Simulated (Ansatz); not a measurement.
Al: geometry relaxation (part 1 of 2)

Al (P6₃/mmc, 4 atoms in the cell), computed with DFT PBE, scalar-relativistic, plane waves, PAW, no spin polarisation (Ansatz 0.2.0).

The structure derives from a Materials Project entry. Figures and captions count atoms from 1; the log counts them from 0 in places.

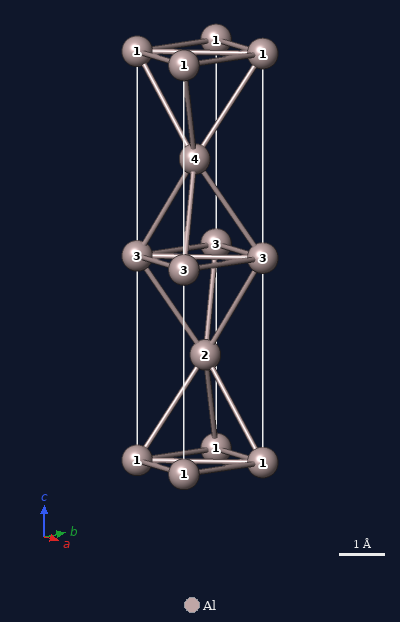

The starting structure (ball-and-stick view of the cell of the calculation, seen slightly off an axis; atoms are numbered from 1 in the order of the input). Near neighbours in the crystal (not all of them lie inside the picture): Al has 12 Al at 2.82 to 2.83 Å.

**Input file**
```yaml
crystal:
  lattice:
    - [2.8270770242, 0.0, 0.0]
    - [-1.4135385121, 2.4483205214, 0.0]
    - [0.0, 0.0, 9.18599307]
  atoms:
    - { symbol: Al, position: [0.0, 0.0, 0.0] }
    - { symbol: Al, position: [0.33333333, 0.66666667, 0.25] }
    - { symbol: Al, position: [0.0, 0.0, 0.5] }
    - { symbol: Al, position: [0.66666667, 0.33333333, 0.75] }
basis:
  ecutwfc: 420
kpoints:
  mp_grid: { grid: [18, 18, 6] }
hamiltonian:
  xc: pbe
scf:
  occupations: { method: gaussian, width: 0.1 }
output:
  forces: true
  stress: true
  eigenvalues: true
relax:
  adjacent_minimum: "off"
  f_tol: 0.005
  max_steps: 80
  cell: { stress_tol: 0.05 }
```

Hardware: 1 thread of Arm Neoverse V1, 24 GiB of memory available, shared host.

Run as:
```bash
ansatz run input.yaml --threads 1 --pin off --max-ram 3072MiB --backend cpu --events-out ev --progress --plain --runs-dir out
```

**What the program printed**
```
Engine: ansatz 0.2.0, aarch64-unknown-linux-gnu
Pseudopotentials: kind: paw
Pseudopotential: Al, paw, valence charge 3, recommended cutoff 420 eV (normal), Al.paw.azcp
Functional definition: PBE
  parameter kappa = 0.804
  parameter beta = 0.06672455060314922
  exchange = pbe_x(kappa = kappa, mu = beta*pi^2/3)
  correlation = pbe_c(beta = beta)
Crystal: 4 atoms, lattice volume = 63.582 Å³
Basis set: ecut = 420 eV, 1255 PW (Γ), exchange–correlation on 40×40×128 points (8 copies of the dense FFT grid, shifted against one another)
Bands: 10, of which v1, the nominal top of the filled ones, is band 6 counted from 1 (5 counted from 0)
Symmetry: 24 space group operations
Space group: P63/mmc (ITA 194), of the structure as read, at distance tolerance 4.0e-5 Å
k-points: 148 of 1944
Non-local potential: Al, projectors of the file, l = 0: 2, l = 1: 2, l = 2: 1
PAW form: soft (Blöchl's): semilocal exchange-correlation on the pseudo side does not see the compensation charge
PAW one-centre angular grid: Al, 110 points (default); XC on 64 Gauss nodes
Initial density: superposition of atomic densities (neutral atoms: chi_scale 0, normalization atom), corrected by the library's trained network
Initial wavefunctions: pseudopotential atomic-orbital guess
Functional: x = pbe(κ = 0.804, μ = 0.2195149727645171), c = pbe(β = 0.06672455060314922)
SCF iter   1: F=—  HF=-2149.935790 eV  |F-HF|=—  |Δ(HF+E_count)|=         —  Δρ=1.24e-3  dr2=1.00e-3  ethr=1.77e-3  ⟨swp⟩=6.9  Hψ=28142  notcnv=0  defer=22
automatic band count: the SCF goes on with 14 bands, as 10 were too few: the levels above may hold too much charge
preconditioner: auto → none  [metal: Δε(μ)=0.005 eV  Ē_g=9.122 eV  σ=0.100 eV  W_gap=0.03  n_scr=6 (ndim 8)  ℏωp=16.1 eV  f_vac=0.000  D(μ)=1.56/eV (n_scr^D=6)  sad-step TF]
SCF iter   2: F=—  HF=-2149.935716 eV  |F-HF|=—  |Δ(HF+E_count)|=   7.35e-5  Δρ=7.68e-4  dr2=4.01e-4  ethr=8.34e-6  ⟨swp⟩=1.1  Hψ=3310  notcnv=0  defer=30
SCF iter   3: F=—  HF=-2149.935658 eV  |F-HF|=—  |Δ(HF+E_count)|=   5.80e-5  Δρ=5.92e-5  dr2=4.40e-6  ethr=3.34e-6  ⟨swp⟩=1.8  Hψ=2271  notcnv=0  defer=30
SCF iter   4: F=—  HF=-2149.935752 eV  |F-HF|=—  |Δ(HF+E_count)|=   9.34e-5  Δρ=2.03e-5  dr2=2.19e-7  ethr=3.67e-8  ⟨swp⟩=2.3  Hψ=2489  notcnv=0  defer=30
iter 5 did not close the SCF: its close was put off for the readings that it lacked (scf_convergence_deferred on its scf_iter line)
SCF iter   5: F=-2149.935752 eV  HF=-2149.935752 eV  |F-HF|=2.73e-9  |Δ(HF+E_count)|=   1.44e-7  Δρ=3.74e-6  dr2=1.34e-8  ethr=1.83e-9  ⟨swp⟩=2.3  Hψ=2590  notcnv=0  defer=30
SCF iter   6: F=-2149.935752 eV  HF=-2149.935752 eV  |F-HF|=3.41e-10  |Δ(HF+E_count)|=   3.74e-9  Δρ=7.83e-7  dr2=6.17e-10  ethr=1.12e-10  ⟨swp⟩=5.7  Hψ=9803  notcnv=0
SCF 1 converged in 6 iterations: F = -2149.935752 eV  dr2 = 6.17e-10
  greatest PAW one-centre occupation: 0.452 electrons in one spin orbital (limit 2), on the Al atom at site 0 (counted from 0), in its partial waves of l = 0
relax step   1: F+E_penalty+E_count = -2149.93575196 eV  Δ(F+E_penalty+E_count) = +0.000e0 eV  max|allowed force component| = 6.361e-17 eV/Å  Δτ_max = 0.0000 Å  P = +3.417 GPa  Ω = 63.582 Å³  (6 SCF iters, dr2 threshold 1.00e-7 eV, accepted)
Crystal: 4 atoms, lattice volume = 66.587 Å³
Basis set: ecut = 420 eV, 1315 PW (Γ), exchange–correlation on 40×40×128 points (8 copies of the dense FFT grid, shifted against one another)
Bands: 14, of which v1, the nominal top of the filled ones, is band 6 counted from 1 (5 counted from 0)
Initial density: handed on by an earlier stage of this run
Initial wavefunctions: those handed on with the density
iter 1 solved again at ethr=9.83e-6 eV; its pass at ethr=3.10e-3 eV (dr2=1.18e-3 eV) is discarded
SCF iter   1: F=—  HF=-2149.962928 eV  |F-HF|=—  |Δ(HF+E_count)|=         —  Δρ=1.29e-3  dr2=1.19e-3  ethr=9.83e-6  ⟨swp⟩=1.5  Hψ=15972  notcnv=0
preconditioner: auto → none  [metal: Δε(μ)=0.031 eV  Ē_g=8.854 eV  σ=0.100 eV  W_gap=0.17  n_scr=6 (ndim 8)  ℏωp=15.8 eV  f_vac=0.000  D(μ)=1.49/eV (n_scr^D=4)]
SCF iter   2: F=—  HF=-2149.961911 eV  |F-HF|=—  |Δ(HF+E_count)|=   1.02e-3  Δρ=6.13e-4  dr2=2.65e-4  ethr=9.83e-6  ⟨swp⟩=1.0  Hψ=2072  notcnv=0
SCF iter   3: F=—  HF=-2149.961641 eV  |F-HF|=—  |Δ(HF+E_count)|=   2.70e-4  Δρ=1.29e-5  dr2=1.02e-7  ethr=2.21e-6  ⟨swp⟩=1.0  Hψ=2078  notcnv=0
iter 4 did not close the SCF: its close was put off for the readings that it lacked (scf_convergence_deferred on its scf_iter line)
SCF iter   4: F=-2149.961641 eV  HF=-2149.961641 eV  |F-HF|=2.27e-8  |Δ(HF+E_count)|=   2.14e-7  Δρ=3.28e-6  dr2=2.81e-8  ethr=8.53e-10  ⟨swp⟩=2.0  Hψ=2981  notcnv=0
iter 5 did not close the SCF: its close was put off for the readings that it lacked (scf_convergence_deferred on its scf_iter line)
SCF iter   5: F=-2149.961641 eV  HF=-2149.961641 eV  |F-HF|=3.91e-11  |Δ(HF+E_count)|=   7.00e-9  Δρ=9.65e-7  dr2=6.92e-10  ethr=2.34e-10  ⟨swp⟩=2.0  Hψ=2586  notcnv=0
SCF iter   6: F=-2149.961641 eV  HF=-2149.961641 eV  |F-HF|=1.00e-11  |Δ(HF+E_count)|=  2.08e-10  Δρ=1.89e-7  dr2=1.52e-11  ethr=5.77e-12  ⟨swp⟩=1.4  Hψ=5894  notcnv=0
SCF 2 converged in 6 iterations: F = -2149.961641 eV  dr2 = 1.52e-11
  greatest PAW one-centre occupation: 0.451 electrons in one spin orbital (limit 2), on the Al atom at site 2 (counted from 0), in its partial waves of l = 0
relax step   2: F+E_penalty+E_count = -2149.96164086 eV  Δ(F+E_penalty+E_count) = -2.589e-2 eV  max|allowed force component| = 3.412e-17 eV/Å  Δτ_max = 0.0000 Å  P = -0.482 GPa  Ω = 66.587 Å³  energy of the carried Pulay correction = -1.401e-3 eV  (6 SCF iters, dr2 threshold 4.00e-7 eV, accepted)
Crystal: 4 atoms, lattice volume = 66.225 Å³
Basis set: ecut = 420 eV, 1303 PW (Γ), exchange–correlation on 40×40×128 points (8 copies of the dense FFT grid, shifted against one another)
iter 1 solved again at ethr=3.05e-7 eV; its pass at ethr=3.10e-3 eV (dr2=3.66e-5 eV) is discarded
SCF iter   1: F=—  HF=-2149.962794 eV  |F-HF|=—  |Δ(HF+E_count)|=         —  Δρ=2.30e-4  dr2=4.07e-5  ethr=3.05e-7  ⟨swp⟩=2.2  Hψ=14878  notcnv=0
preconditioner: auto → none  [metal: Δε(μ)=0.061 eV  Ē_g=8.889 eV  σ=0.100 eV  W_gap=0.33  n_scr=6 (ndim 8)  ℏωp=15.8 eV  f_vac=0.000  D(μ)=1.46/eV (n_scr^D=4)]
SCF iter   2: F=—  HF=-2149.962816 eV  |F-HF|=—  |Δ(HF+E_count)|=   2.21e-5  Δρ=1.01e-4  dr2=7.57e-6  ethr=3.05e-7  ⟨swp⟩=1.0  Hψ=2072  notcnv=0
iter 3 did not close the SCF: its close was put off for the readings that it lacked (scf_convergence_deferred on its scf_iter line)
SCF iter   3: F=-2149.962811 eV  HF=-2149.962811 eV  |F-HF|=1.23e-7  |Δ(HF+E_count)|=   5.30e-6  Δρ=7.89e-6  dr2=1.43e-7  ethr=6.31e-8  ⟨swp⟩=1.2  Hψ=2295  notcnv=0
iter 4 did not close the SCF: its close was put off for the readings that it lacked (scf_convergence_deferred on its scf_iter line)
SCF iter   4: F=-2149.962811 eV  HF=-2149.962811 eV  |F-HF|=6.57e-9  |Δ(HF+E_count)|=   4.99e-8  Δρ=2.40e-6  dr2=7.97e-9  ethr=1.19e-9  ⟨swp⟩=2.0  Hψ=2612  notcnv=0
iter 5 did not close the SCF: its close was put off for the readings that it lacked (scf_convergence_deferred on its scf_iter line)
SCF iter   5: F=-2149.962811 eV  HF=-2149.962811 eV  |F-HF|=3.76e-10  |Δ(HF+E_count)|=   3.07e-9  Δρ=5.59e-7  dr2=4.83e-10  ethr=6.64e-11  ⟨swp⟩=1.6  Hψ=2484  notcnv=0
SCF iter   6: F=-2149.962811 eV  HF=-2149.962811 eV  |F-HF|=3.18e-12  |Δ(HF+E_count)|=  1.54e-10  Δρ=5.80e-8  dr2=5.01e-12  ethr=4.03e-12  ⟨swp⟩=1.4  Hψ=5797  notcnv=0
SCF 3 converged in 6 iterations: F = -2149.962811 eV  dr2 = 5.01e-12
  greatest PAW one-centre occupation: 0.452 electrons in one spin orbital (limit 2), on the Al atom at site 2 (counted from 0), in its partial waves of l = 0
relax step   3: F+E_penalty+E_count = -2149.96281101 eV  Δ(F+E_penalty+E_count) = -1.170e-3 eV  max|allowed force component| = 3.585e-17 eV/Å  Δτ_max = 0.0000 Å  P = -0.056 GPa  Ω = 66.225 Å³  energy of the carried Pulay correction = -1.232e-3 eV  (6 SCF iters, dr2 threshold 4.00e-7 eV, accepted)
Crystal: 4 atoms, lattice volume = 66.166 Å³
iter 1 solved again at ethr=9.91e-8 eV; its pass at ethr=3.10e-3 eV (dr2=1.19e-5 eV) is discarded
SCF iter   1: F=—  HF=-2149.962885 eV  |F-HF|=—  |Δ(HF+E_count)|=         —  Δρ=1.23e-4  dr2=1.26e-5  ethr=9.91e-8  ⟨swp⟩=2.5  Hψ=14546  notcnv=0
preconditioner: auto → none  [metal: Δε(μ)=0.055 eV  Ē_g=8.896 eV  σ=0.100 eV  W_gap=0.30  n_scr=6 (ndim 8)  ℏωp=15.8 eV  f_vac=0.000  D(μ)=1.46/eV (n_scr^D=4)]
SCF iter   2: F=—  HF=-2149.962920 eV  |F-HF|=—  |Δ(HF+E_count)|=   3.57e-5  Δρ=5.08e-5  dr2=2.10e-6  ethr=9.91e-8  ⟨swp⟩=1.0  Hψ=2072  notcnv=0
SCF iter   3: F=—  HF=-2149.962920 eV  |F-HF|=—  |Δ(HF+E_count)|=   7.38e-7  Δρ=4.71e-6  dr2=6.09e-8  ethr=1.75e-8  ⟨swp⟩=1.5  Hψ=2503  notcnv=0
iter 4 did not close the SCF: its close was put off for the readings that it lacked (scf_convergence_deferred on its scf_iter line)
SCF iter   4: F=-2149.962920 eV  HF=-2149.962920 eV  |F-HF|=4.37e-10  |Δ(HF+E_count)|=   1.65e-8  Δρ=1.35e-6  dr2=9.63e-10  ethr=5.08e-10  ⟨swp⟩=2.1  Hψ=2577  notcnv=0
iter 5 did not close the SCF: its close was put off for the readings that it lacked (scf_convergence_deferred on its scf_iter line)
SCF iter   5: F=-2149.962920 eV  HF=-2149.962920 eV  |F-HF|=5.78e-11  |Δ(HF+E_count)|=  3.10e-10  Δρ=2.71e-7  dr2=9.49e-11  ethr=8.02e-12  ⟨swp⟩=2.2  Hψ=2913  notcnv=0
SCF iter   6: F=-2149.962920 eV  HF=-2149.962920 eV  |F-HF|=4.55e-13  |Δ(HF+E_count)|=  2.00e-11  Δρ=4.79e-8  dr2=1.47e-12  ethr=1.00e-12  ⟨swp⟩=1.3  Hψ=5537  notcnv=0
SCF 4 converged in 6 iterations: F = -2149.962920 eV  dr2 = 1.47e-12
relax step   4: F+E_penalty+E_count = -2149.96291955 eV  Δ(F+E_penalty+E_count) = -1.085e-4 eV  max|allowed force component| = 2.197e-17 eV/Å  Δτ_max = 0.0000 Å  P = +0.016 GPa  Ω = 66.166 Å³  energy of the carried Pulay correction = -1.204e-3 eV  (6 SCF iters, dr2 threshold 4.72e-8 eV, accepted)
Initial wavefunctions: pseudopotential atomic-orbital guess (no wavefunctions were taken with the density)
iter 1 solved again at ethr=8.92e-9 eV; its pass at ethr=3.10e-3 eV (dr2=1.07e-6 eV) is discarded
SCF iter   1: F=—  HF=-2149.964383 eV  |F-HF|=—  |Δ(HF+E_count)|=         —  Δρ=4.10e-5  dr2=1.05e-7  ethr=8.92e-9  ⟨swp⟩=3.3  Hψ=20728  notcnv=0  defer=1
SCF iter   2: F=—  HF=-2149.964424 eV  |F-HF|=—  |Δ(HF+E_count)|=   4.08e-5  Δρ=2.11e-5  dr2=3.05e-8  ethr=8.73e-10  ⟨swp⟩=2.0  Hψ=2994  notcnv=0
SCF iter   3: F=—  HF=-2149.964424 eV  |F-HF|=—  |Δ(HF+E_count)|=   3.22e-7  Δρ=3.59e-6  dr2=1.14e-8  ethr=2.54e-10  ⟨swp⟩=2.0  Hψ=2969  notcnv=0
SCF iter   4: F=—  HF=-2149.964424 eV  |F-HF|=—  |Δ(HF+E_count)|=   3.73e-9  Δρ=5.95e-7  dr2=2.00e-10  ethr=9.51e-11  ⟨swp⟩=1.8  Hψ=2534  notcnv=0
iter 5 did not close the SCF: its close was put off for the readings that it lacked (scf_convergence_deferred on its scf_iter line)
SCF iter   5: F=-2149.964424 eV  HF=-2149.964424 eV  |F-HF|=9.09e-13  |Δ(HF+E_count)|=  1.15e-10  Δρ=1.32e-7  dr2=9.43e-12  ethr=1.67e-12  ⟨swp⟩=2.0  Hψ=2597  notcnv=0
SCF iter   6: F=-2149.964424 eV  HF=-2149.964424 eV  |F-HF|=9.09e-13  |Δ(HF+E_count)|=  3.18e-12  Δρ=7.67e-9  dr2=2.50e-14  ethr=1.00e-12  ⟨swp⟩=2.5  Hψ=6116  notcnv=0
SCF 5 converged in 6 iterations: F = -2149.964424 eV  dr2 = 2.50e-14
relax step   5: F+E_penalty+E_count = -2149.96442384 eV  Δ(F+E_penalty+E_count) = -1.504e-3 eV  max|allowed force component| = 3.065e-17 eV/Å  Δτ_max = 0.0000 Å  P = +0.049 GPa  Ω = 66.166 Å³  stress off target by 5.04e-2 GPa  SCF on the basis re-selected at this cell (its energy is not comparable with the rows above)  (6 SCF iters)
basis re-selected at this cell: Δ(F+E_penalty+E_count) = -1.504e-3 eV, ΔP = +0.034 GPa vs the last step (what re-selecting the basis moved, of the pressure what is left beyond the Pulay correction that the steps carried, after the strain that the cell walked since its last selection, with what the two solves' SCF thresholds leave and, on support functions, any second-order correction that the steps lacked; it is no measure of the basis error at this ecutwfc). This SCF's stress stands 5.04e-2 GPa from its target on what of the cell is left free (relax.cell.stress_tol is 5.00e-2 GPa) and its largest allowed force component is 3.06e-17 eV/Å (relax.f_tol is 5.00e-3 eV/Å): not within both, so this SCF does not close the relaxation
Crystal: 4 atoms, lattice volume = 66.204 Å³
iter 1 solved again at ethr=1.16e-9 eV; its pass at ethr=3.10e-3 eV (dr2=1.39e-7 eV) is discarded
```
